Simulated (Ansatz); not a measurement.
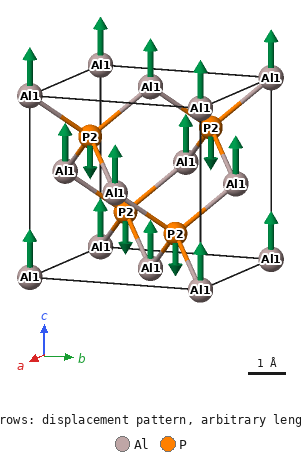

One vibrational mode of crystalline AlP relaxed at 25 GPa at the zone centre. Displacements are drawn as green arrows; their common scale and sign are arbitrary. The picture is a ball-and-stick view of the conventional cell (4 times the calculation's cell), seen slightly off an axis. Lengths and directions refer to the drawn axes.

Method: DFT PBEsol, scalar-relativistic, plane waves, PAW in Ansatz.

Input
```yaml
crystal:
  lattice:
    - [0.0, 2.5637046392, 2.5637046392]
    - [2.5637046392, 0.0, 2.5637046392]
    - [2.5637046392, 2.5637046392, 0.0]
  atoms:
    - { symbol: Al, position: [0.0, 0.0, 0.0] }
    - { symbol: P, position: [0.75, 0.75, 0.75] }
basis:
  ecutwfc: 420
kpoints:
  mp_grid: { grid: [10, 10, 10] }
hamiltonian:
  xc: pbesol
scf:
  occupations: { method: fixed }
output:
  eigenvalues: true
phonons:
  method: dfpt
  dielectric: true
  rigid_motions: translations
  eigenvectors: true
```

Launched with:
```bash
ansatz run input.yaml --threads 1 --pin off --max-ram 3072MiB --backend cpu --events-out ev --progress --plain --runs-dir out
```

Frequencies are those without the non-analytic (LO–TO) term.

Give the symmetry, activity and frequency of this mode.

This is the T₂ mode (triply degenerate; one member of the set is drawn) at 67.7 meV, the only optical level, infrared- and Raman-active by symmetry. The Al sublattice moves against the P sublattice, along c; the kinetic energy is shared as Al 53 %, P 47 %. Its infrared intensity is 22 (D/Å)²/amu for the set. The value is the transverse one; the longitudinal partner lies at 594 cm⁻¹.
